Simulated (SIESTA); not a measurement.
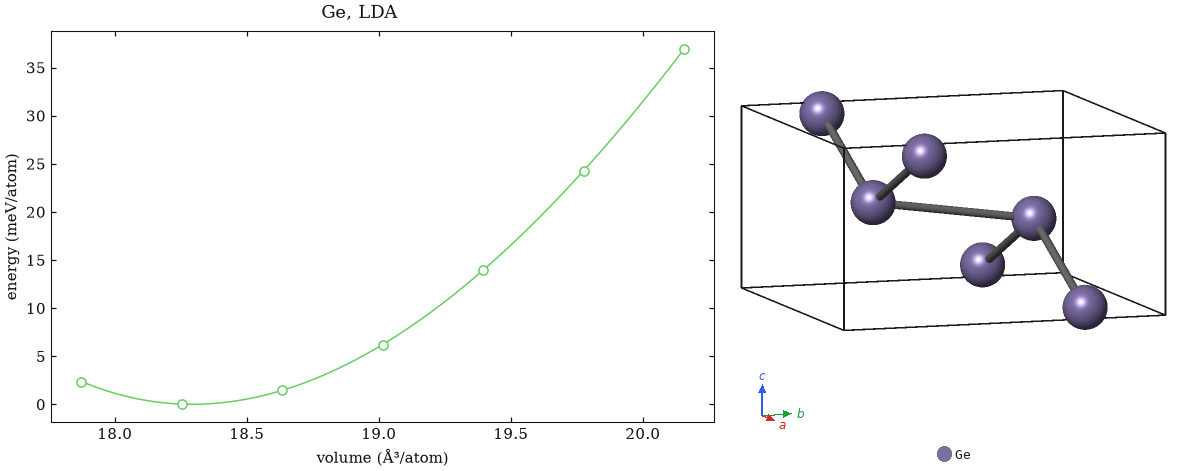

The plot gives the computed energy against volume for Ge, space group Imma (No. 74). The conventional cell is drawn beside the plot.

The given structure:
```
Ge
1.0
    -2.49590    2.65086    1.43695
     2.49590   -2.65086    1.43695
     2.49590    2.65086   -1.43695
Ge
2
Direct
  0.31406 0.06406 0.25000
  0.68594 0.93594 0.75000
```

Calculation (SIESTA 5.4.2): DFT in numerical atomic orbitals with pseudopotentials, no spin polarisation; energies at scaled volumes of the given cell, shape and fractions fixed, counted from the fit's minimum, third-order Birch-Murnaghan fit. Level: LDA.

k mesh 11×11×11; occupations Fermi–Dirac; smearing width 0.05 eV; potentials PseudoDojo 0.4 standard, converted to PSML, two zetas on semicore shells; program settings basis DZP, mesh cutoff 800 Ry.

This calculation gives: equilibrium volume 18.29 Å³/atom and bulk modulus 75.5 GPa.

Now the level changes from LDA to PBEsol. Predict the effect.

The equilibrium volume rises from 18.29 to 18.77 Å³/atom (+2.6 %) and the bulk modulus falls from 75.5 to 72.0 GPa (−4.6 %).

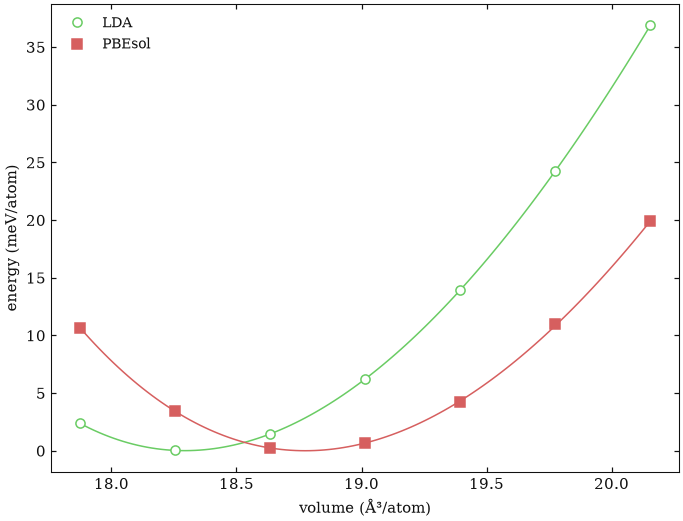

The two results together.

For both, limits of the calculation: mulliken charges of long orbitals; shape and atomic fractions are frozen while scaling, which makes layered, chain and framework solids too stiff.

V0 and the bulk modulus come from third-order Birch–Murnaghan fits.
